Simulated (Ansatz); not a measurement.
## Ti: a changed input and its effect

System: Ti (P6₃/mmc, 2 atoms in the cell).
Method of run 1: DFT PBE, scalar-relativistic, plane waves, PAW, no spin polarisation (Ansatz 0.2.0).

The structure derives from an entry of the Crystallography Open Database. Text and figures count atoms from 1; the logs count them from 0 in places.

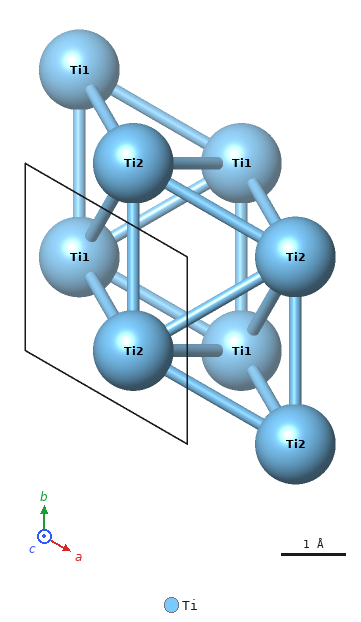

**Figure 1.** The structure (ball-and-stick view of the cell of the calculation, repeated 2 × 2 × 1, along the c axis; atoms are numbered from 1 in the order of the input). An atom can appear more than once, as a periodic image. Near neighbours in the periodic cell (some may lie outside the picture): Ti has 12 Ti at 2.90 to 2.95 Å.

**The input, run 1**
```yaml
crystal:
  lattice:
    - [2.9499978604, 0.0, 0.0]
    - [-1.4749989302, 2.5547730882, 0.0]
    - [0.0, 0.0, 4.686]
  atoms:
    - { symbol: Ti, position: [0.3333333333, 0.6666666667, 0.25] }
    - { symbol: Ti, position: [0.6666666667, 0.3333333333, 0.75] }
basis:
  ecutwfc: 420
kpoints:
  mp_grid: { grid: [6, 6, 4] }
hamiltonian:
  xc: pbe
scf:
  occupations: { method: gaussian, width: 0.1 }
output:
  forces: true
  stress: true
  eigenvalues: true
```

Launched with:
```bash
ansatz run input.yaml --threads 1 --pin off --max-ram 2560MiB --backend cpu --events-out ev --progress --plain --runs-dir out
```

Hardware: 1 thread of Arm Neoverse V1, 24 GiB of memory available, shared host.

**Output, shortened to warnings, some set-up lines, iterations and results (run 1)**
```
Basis set: ecut = 420 eV, 687 PW (Γ), exchange–correlation on 40×40×64 points (8 copies of the dense FFT grid, shifted against one another)
Symmetry: 24 space group operations
k-points: 21 of 144
Initial density: superposition of atomic densities (neutral atoms: chi_scale 0, normalization atom), corrected by the library's trained network
[...]
SCF iter   1: F=—  HF=-4999.322166 eV  |F-HF|=—  |Δ(HF+E_count)|=         —  Δρ=4.65e-3  dr2=3.19e-3  ethr=1.77e-3  ⟨swp⟩=3.6  Hψ=1359  notcnv=0
SCF iter   2: F=—  HF=-4999.321677 eV  |F-HF|=—  |Δ(HF+E_count)|=   4.89e-4  Δρ=2.33e-3  dr2=8.43e-4  ethr=1.33e-5  ⟨swp⟩=1.0  Hψ=504  notcnv=0
SCF iter   3: F=—  HF=-4999.321929 eV  |F-HF|=—  |Δ(HF+E_count)|=   2.52e-4  Δρ=3.55e-4  dr2=1.77e-5  ethr=3.51e-6  ⟨swp⟩=2.1  Hψ=439  notcnv=0
SCF iter   4: F=—  HF=-4999.321966 eV  |F-HF|=—  |Δ(HF+E_count)|=   3.70e-5  Δρ=9.05e-5  dr2=2.44e-6  ethr=7.38e-8  ⟨swp⟩=2.8  Hψ=589  notcnv=0
SCF iter   5: F=-4999.321966 eV  HF=-4999.321966 eV  |F-HF|=1.08e-9  |Δ(HF+E_count)|=   5.78e-7  Δρ=8.70e-6  dr2=1.60e-8  ethr=1.02e-8  ⟨swp⟩=3.0  Hψ=610  notcnv=0
SCF iter   6: F=-4999.321966 eV  HF=-4999.321966 eV  |F-HF|=5.09e-11  |Δ(HF+E_count)|=   5.46e-9  Δρ=7.11e-7  dr2=1.10e-10  ethr=6.68e-11  ⟨swp⟩=2.2  Hψ=1054  notcnv=0
SCF 1 converged in 6 iterations: F = -4999.321966 eV  dr2 = 1.10e-10
SCF converged after 6 iterations
Free energy (F): -4999.321966 eV
Harris-Foulkes:  -4999.321966 eV  (|F-HF|=5.09e-11)
Internal energy: -4999.303565 eV  (E = F + TS)
E sigma→0 (E₀):  -4999.312765 eV
Entropy (-TS):   -0.018400 eV (-9.200 meV/atom)
Fermi energy:    13.191520 eV
--- Per-component energies (eV) ---
  E_band       = -321.330442
  E_kinetic    = 543.910501
  E_local      = -1643.870406  (includes V_loc(G=0)·N_el)
  E_nonlocal   = 16.057135
  E_hartree    = 673.788474
  E_xc         = -194.656076
  E_vxc        = -243.494565  (∫ρ·V_xc dr)
  E_paw        = -2095.012172  (= ΣΔE_a)
  E_vpaw       = -341.510755  (= ΣTr[D̂ρ^β])
  E_aug_tail   = 0.000249  (compensation charges beyond the density's cutoff)
  E_ewald      = -2299.521270
  E_smearing   = -0.018400  (= −TS)
  E_closure    = -0.000000  (closes the sum)
  Σ components = -4999.321966   (vs F -4999.321966, Δ=0.00e0)
--- Forces (eV/Å), atoms counted from 1 ---
  atom   1  Ti    -0.00000000    -0.00000000     0.00000000
  atom   2  Ti    -0.00000000     0.00000000     0.00000000
  max |Σ_I F_I| component: 1.11e-16 eV/Å
--- Stress (GPa, compression-positive) ---
       -1.822298      -0.000000       0.000000
        0.000000      -1.822298       0.000000
        0.000000       0.000000      -1.186177
  P = ⅓ Tr σ = -1.6103 GPa (-16.103 kbar)
```

The input of run 2 differs as follows (lines with − go, lines with + come):
```diff
-    - [2.9499978604, 0.0, 0.0]
-    - [-1.4749989302, 2.5547730882, 0.0]
-    - [0.0, 0.0, 4.686]
+    - [2.9384580613, 0.0, 0.0]
+    - [-1.4692290307, 2.544779329, 0.0]
+    - [0.0, 0.0, 4.6506340139]
-  mp_grid: { grid: [6, 6, 4] }
+  mp_grid: { grid: [12, 12, 8] }
```

What does this change do to the results?

With the same functional and potentials, run 2 lies 8.3 meV per atom lower (other lines of the input change too). The pressure goes from −1.61 to 0.04 GPa. The volume per atom goes from 17.66 to 17.39 Å³. The number of SCF iterations is the same. The irreducible k-points go from 21 to 95.

**Output, shortened to warnings, some set-up lines, iterations and results (run 2)**
```
Basis set: ecut = 420 eV, 687 PW (Γ), exchange–correlation on 40×40×64 points (8 copies of the dense FFT grid, shifted against one another)
Symmetry: 24 space group operations
k-points: 95 of 1152
Initial density: superposition of atomic densities (neutral atoms: chi_scale 0, normalization atom), corrected by the library's trained network
[...]
SCF iter   1: F=—  HF=-4999.339213 eV  |F-HF|=—  |Δ(HF+E_count)|=         —  Δρ=4.88e-3  dr2=3.94e-3  ethr=1.77e-3  ⟨swp⟩=3.5  Hψ=6056  notcnv=0
SCF iter   2: F=—  HF=-4999.338377 eV  |F-HF|=—  |Δ(HF+E_count)|=   8.37e-4  Δρ=2.47e-3  dr2=1.08e-3  ethr=1.64e-5  ⟨swp⟩=1.0  Hψ=2280  notcnv=0
SCF iter   3: F=—  HF=-4999.338527 eV  |F-HF|=—  |Δ(HF+E_count)|=   1.51e-4  Δρ=3.03e-4  dr2=1.29e-5  ethr=4.52e-6  ⟨swp⟩=2.4  Hψ=2178  notcnv=0
SCF iter   4: F=—  HF=-4999.338543 eV  |F-HF|=—  |Δ(HF+E_count)|=   1.55e-5  Δρ=7.90e-5  dr2=1.83e-6  ethr=5.37e-8  ⟨swp⟩=2.2  Hψ=2509  notcnv=0
SCF iter   5: F=-4999.338542 eV  HF=-4999.338542 eV  |F-HF|=6.89e-10  |Δ(HF+E_count)|=   5.70e-7  Δρ=1.06e-5  dr2=2.56e-8  ethr=7.64e-9  ⟨swp⟩=2.1  Hψ=2381  notcnv=0
SCF iter   6: F=-4999.338542 eV  HF=-4999.338542 eV  |F-HF|=0.00e0  |Δ(HF+E_count)|=   6.40e-9  Δρ=7.79e-7  dr2=1.28e-10  ethr=1.07e-10  ⟨swp⟩=2.0  Hψ=4655  notcnv=0
SCF 1 converged in 6 iterations: F = -4999.338542 eV  dr2 = 1.28e-10
SCF converged after 6 iterations
Free energy (F): -4999.338542 eV
Harris-Foulkes:  -4999.338542 eV  (|F-HF|=0.00e0)
Internal energy: -4999.328311 eV  (E = F + TS)
E sigma→0 (E₀):  -4999.333427 eV
Entropy (-TS):   -0.010231 eV (-5.116 meV/atom)
Fermi energy:    13.381788 eV
--- Per-component energies (eV) ---
  E_band       = -315.401199
  E_kinetic    = 544.650552
  E_local      = -1626.827458  (includes V_loc(G=0)·N_el)
  E_nonlocal   = 16.046959
  E_hartree    = 668.119939
  E_xc         = -194.926096
  E_vxc        = -243.861056  (∫ρ·V_xc dr)
  E_paw        = -2095.095343  (= ΣΔE_a)
  E_vpaw       = -341.649843  (= ΣTr[D̂ρ^β])
  E_aug_tail   = 0.000231  (compensation charges beyond the density's cutoff)
  E_ewald      = -2311.297094
  E_smearing   = -0.010231  (= −TS)
  E_closure    = 0.000000  (closes the sum)
  Σ components = -4999.338542   (vs F -4999.338542, Δ=0.00e0)
--- Forces (eV/Å), atoms counted from 1 ---
  atom   1  Ti     0.00000000     0.00000000     0.00000000
  atom   2  Ti    -0.00000000    -0.00000000     0.00000000
  max |Σ_I F_I| component: 7.40e-17 eV/Å
--- Stress (GPa, compression-positive) ---
       -0.013191       0.000000       0.000000
       -0.000000      -0.013191       0.000000
        0.000000       0.000000       0.140205
  P = ⅓ Tr σ = 0.0379 GPa (0.379 kbar)
```

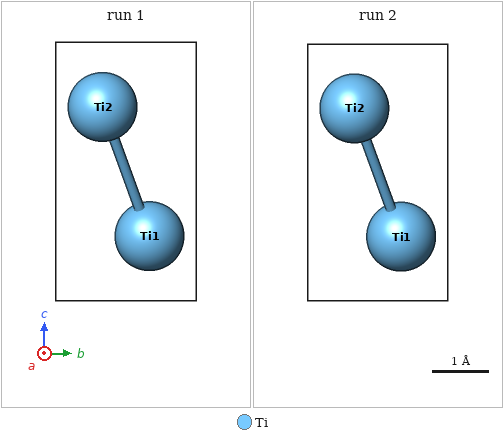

**Figure 2.** The two input geometries at one scale (ball-and-stick view of the cell of the calculation, along the a axis). The atoms keep their places relative to the cell (all moves are under 0.005 Å). Cell: a = b 2.950 → 2.938 Å (−0.4 %), c 4.686 → 4.651 Å (−0.8 %). Volume −1.5 %. Among the contacts that change: Ti1–Ti2 2.897 → 2.878 Å, Ti1–Ti1 2.950 → 2.938 Å.

**The two runs side by side**

| quantity | run 1 | run 2 |
| --- | --- | --- |
| outcome | converged | converged |
| free energy per atom (eV) | −2499.6610 | −2499.6693 |
| energy per atom, smearing taken to zero (eV) | −2499.6564 | −2499.6667 |
| gap on the mesh (eV) | 0.00 | 0.00 |
| pressure (GPa) | −1.61 | 0.04 |
| volume per atom (Å³) | 17.66 | 17.39 |
| largest force (eV/Å) | 0.000 | 0.000 |
| SCF iterations | 6 | 6 |
| irreducible k-points | 21 | 95 |
| plane waves at Γ | 687 | 687 |
| wall time (shared host) | 0.8 s | 2.6 s |
